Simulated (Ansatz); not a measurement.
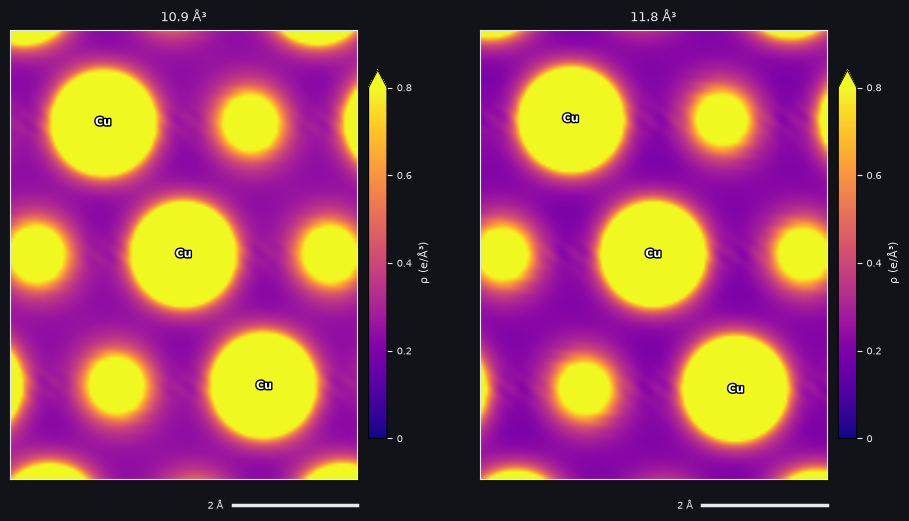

Cu. The valence charge density (pseudo) of cells scaled evenly to different volumes (given per atom above each panel), on the (11̄0) plane of each (indices in the axes of the cell below), at one length scale and on one colour scale.

A generated structure, not necessarily the stable one; computed without spin polarisation.

All numbers below come from DFT, LDA (PW92), plane waves (420 eV) with PAW, scalar-relativistic (Ansatz).

The density is the valence pseudo-density of a PAW calculation; it isn't the true density close to the nuclei.

The largest cell:

```
Cu
1.0
    -1.71536    1.41323    1.25788
     1.41323   -1.71536    1.25788
     3.20930    3.20930   -1.81124
Cu
2
Direct
  0.95867 0.04133 0.00000
  0.79133 0.20867 0.50000
```

| volume (Å³/atom) | Cu–Cu contact in the plane (Å) | ρ at its midpoint (e/Å³) | pressure (GPa) | 
| --- | --- | --- | --- |
| 10.90 | 2.487 | 0.304 | 0.0 | 
| 11.34 | 2.520 | ? | ? | 
| 11.77 | 2.552 | 0.270 | −11.9 | 

What values belong in the row with question marks?

Answer. Over the known rows ln ρ falls by 1.82 per Å of Cu–Cu distance (the line through the two), which gives 0.286 e/Å³ at 2.520 Å; the calculation gives 0.287 e/Å³. For the pressure, a straight line in volume between the neighbouring rows gives −6.0 GPa; the calculation gives −6.7, lower because pressure rises ever faster on compression.
